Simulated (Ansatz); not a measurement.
# Single-point calculation of TiO (part 1 of 3)

TiO (P-62m, 6 atoms in the cell), computed with DFT r2SCAN+U, scalar-relativistic, plane waves, PAW, Ueff = 4 eV on Ti d, spin-polarised (Ansatz 0.2.0).

The structure derives from a Materials Project entry. Figures and captions count atoms from 1; the log counts them from 0 in places.

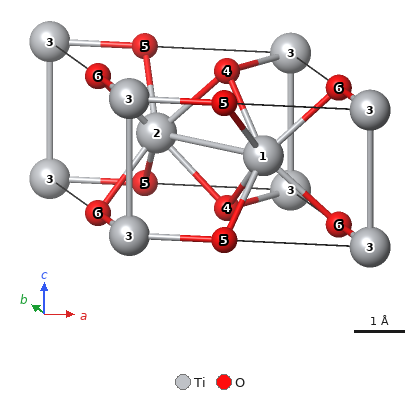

The structure as given in the input (ball-and-stick view of the cell of the calculation, seen slightly off an axis; atoms are numbered from 1 in the order of the input).

## Input
```yaml
crystal:
  lattice:
    - [4.989087772, 0.0, 0.0]
    - [-2.494543886, 4.3206767523, 0.0]
    - [0.0, 0.0, 2.87331344]
  atoms:
    - { symbol: Ti, position: [0.66666667, 0.33333333, 0.5], spin: 1.0 }
    - { symbol: Ti, position: [0.33333333, 0.66666667, 0.5], spin: 1.0 }
    - { symbol: Ti, position: [0.0, 0.0, 0.0], spin: 1.0 }
    - { symbol: O, position: [0.60555924, 0.60555924, 0.0] }
    - { symbol: O, position: [0.39444076, 0.0, 0.0] }
    - { symbol: O, position: [0.0, 0.39444076, 0.0] }
basis:
  ecutwfc: 500
kpoints:
  mp_grid: { grid: [6, 6, 6] }
hamiltonian:
  xc: r2scan
  hubbard: { sites: [{ species: Ti, l: d, u_eff: 4.0 }] }
scf:
  occupations: { method: gaussian, width: 0.1 }
  lower_state_search: "off"
output:
  forces: true
  stress: true
  eigenvalues: true
  populations: true
magnetization:
  spin_polarized: true
```

Launched with:
```bash
ansatz run input.yaml --threads 1 --pin off --max-ram 2560MiB --backend cpu --events-out ev --progress --plain --runs-dir out
```

## Output
```
Ti: projections on atomic orbitals take those of the free atom [Ne] 3s2 3p6 3d2 4s2, of charge +0.00 (hamiltonian.pseudopotentials.projection_atoms); the dataset's partial waves leave at most 4.1e-7 of an orbital's norm unspanned inside its sphere
O: projections on atomic orbitals take those of the free atom [He] 2s2 2p4, of charge +0.00 (hamiltonian.pseudopotentials.projection_atoms); the dataset's partial waves leave at most 1.9e-8 of an orbital's norm unspanned inside its sphere
Engine: ansatz 0.2.0, x86_64-unknown-linux-gnu
Pseudopotentials: kind: paw
Pseudopotential: Ti, paw, valence charge 12, recommended cutoff 500 eV (meta_gga), Ti.paw.azcp
Pseudopotential: O, paw, valence charge 6, recommended cutoff 500 eV (meta_gga), O.paw.azcp
Functional definition: r2SCAN
  parameter k0 = 0.174
  parameter k1 = 0.065
  parameter a1 = 4.9479
  exchange = r2scan_x(k0 = k0, k1 = k1, a1 = a1)
  correlation = r2scan_c
Crystal: 6 atoms, lattice volume = 61.938 Å³
Basis set: ecut = 500 eV, 1565 PW (Γ), exchange–correlation on 160×160×96 points (64 copies of the dense FFT grid, shifted against one another)
Bands: 35, of which v1, the nominal top of the filled ones, is band 27 counted from 1 (26 counted from 0)
Symmetry: 12 space group operations
Space group: P-62m (ITA 189), of the structure as read, at distance tolerance 4.0e-5 Å
Magnetic group: BNS 189.221 (UNI 1451), of the structure as read, at distance tolerance 4.0e-5 Å
k-points: 28 of 216 (time reversal used)
Non-local potential: Ti, projectors of the file, l = 0: 3, l = 1: 2, l = 2: 3, l = 3: 1
Non-local potential: O, projectors of the file, l = 0: 2, l = 1: 2, l = 2: 1
PAW form: soft (Blöchl's): semilocal exchange-correlation on the pseudo side does not see the compensation charge
PAW frozen core: Ti, regenerated for the run's functional (the file was generated under x = pbe(κ = 0.804, μ = 0.2195149727645171), c = pbe(β = 0.06672455060314922))
PAW frozen core: O, regenerated for the run's functional (the file was generated under x = pbe(κ = 0.804, μ = 0.2195149727645171), c = pbe(β = 0.06672455060314922))
PAW one-centre angular grid: Ti, 590 points (default); XC on 160 Gauss nodes
PAW one-centre angular grid: O, 302 points (default); XC on 160 Gauss nodes
Initial density: superposition of atomic densities (chi_scale 0.1, normalization cell, long waves kept (reshape's long-wave potential 0.02 eV rms))
Starting moments: Σ|m| = 3 μB on 3 of 6 sites
Initial wavefunctions: pseudopotential atomic-orbital guess
Functional: x = r2scan, c = r2scan; τ floored in thin density (d = 2e-4 eV/Å³)
```
